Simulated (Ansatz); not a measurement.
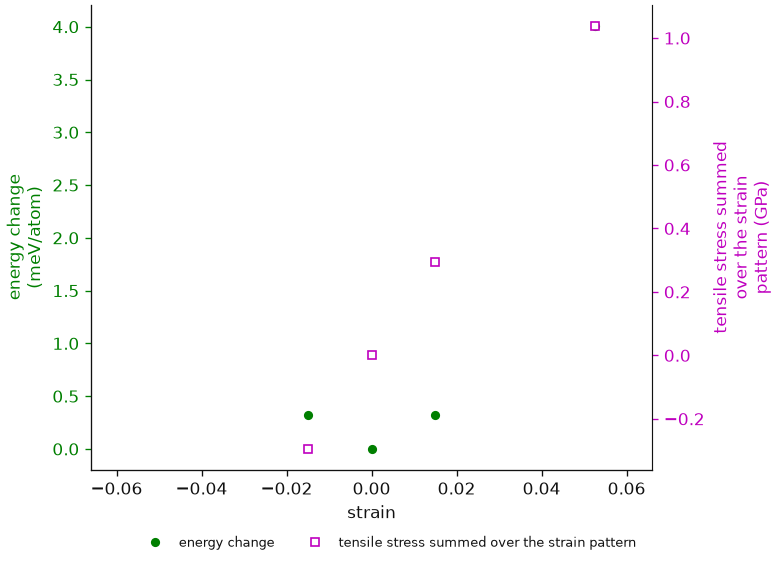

The plot gives the computed energy change and tensile stress summed over the strain pattern against strain for CuI, space group Fm-3m (No. 225).

The given structure:
```yaml
crystal:
  lattice:
    - [0.00000, 2.86209, 2.86209]
    - [2.86209, 0.00000, 2.86209]
    - [2.86209, 2.86209, 0.00000]
  atoms:
    - { symbol: Cu, position: [0.00000, 0.00000, 0.00000] }
    - { symbol: I, position: [0.50000, 0.50000, 0.50000] }
```

Method: homogeneous strain of a crystal along one Voigt pattern with engineering shear, fractional coordinates fixed, by plane-wave density functional theory with PAW datasets, free energies less that of the undisturbed cell; scalar-relativistic (Ansatz 0.2.0). Level: PBE, no spin polarisation.

| setting | value |
| --- | --- |
| wave cutoff | 420 eV |
| k mesh | 14×14×14 |
| occupations | Gaussian |
| smearing width | 0.15 eV |
| k shift | (0, 0, 0) (mesh steps) |
| start | as given |
| strain pattern | (0, 0, 0, 1, 0, 0) (xx yy zz yz xz xy with engineering shear) |

The points at strain −0.045, −0.015, 0.03 and 0.06 follow from computed ones by symmetry.

The points at strain −0.0600, −0.0450, −0.0300, 0.0300, 0.0450 and 0.0600 are left out of the plot. What values does the calculation give there?

| strain | energy change (meV/atom) | tensile stress summed over the strain pattern (GPa) |
| --- | --- | --- |
| −0.0600 | 5.24 | −1.190 |
| −0.0450 | 2.94 | −0.889 |
| −0.0300 | 1.30 | −0.590 |
| 0.0300 | 1.30 | 0.590 |
| 0.0450 | 2.94 | 0.889 |
| 0.0600 | 5.24 | 1.190 |

Keep in mind: reference crystal is not relaxed.
